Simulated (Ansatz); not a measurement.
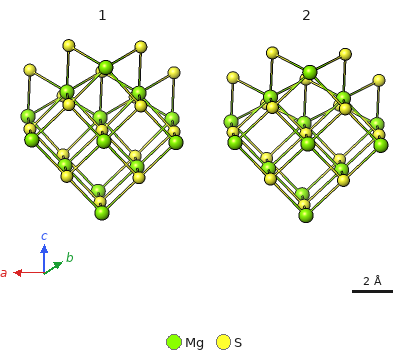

Two geometries of crystalline MgS (a generated structure, set up in P-3m1), drawn at one scale. One is the start of a relaxation, the other its converged end. The picture is a ball-and-stick view of the atoms within 5.0 Å of the atom that moves most (axes of the cell of the calculation), seen from a free direction.

Method: DFT PBE, scalar-relativistic, plane waves, PAW in Ansatz 0.2.0. Settings: plane-wave cutoff 420 eV; k-point mesh 9 × 9 × 2; occupations gaussian; smearing width 0.02 eV; no spin polarisation; cell and atoms relaxed; force threshold 0.01 eV/Å; at most 45 steps.

Q: Which of the two is the end point?

A: Structure 1 is the relaxed one. Case: stacking ABCACAC. Over 3 accepted moves (4 points after the start) the energy falls by 48.3 meV per atom. The largest force component goes from 0.95 to 0.0067 eV/Å. The pressure goes from 2.77 to 0.01 GPa. The SCF was repeated once at an unchanged geometry on a basis and grid sized afresh for the cell, which shifted the energy by less than 0.05 meV per atom at most. The largest moves relative to the cell, 0.19 Å, are those of S atoms. Largest moves by element: S 0.19 Å, Mg 0.15 Å. Cell: a = b 3.698 → 3.653 Å (−1.2 %), c 21.136 → 22.212 Å (+5.1 %). Volume +2.5 %. Some distances before and after: Mg–S 2.615 → 2.669 Å, Mg–S 2.615 → 2.599 Å. Bond angles that change, for instance: S–Mg–S 70.5° → 75.5°, S–Mg–S 90.0° → 86.3°, Mg–S–Mg 90.0° → 86.6°. The space group stays P-3m1 (No. 164).
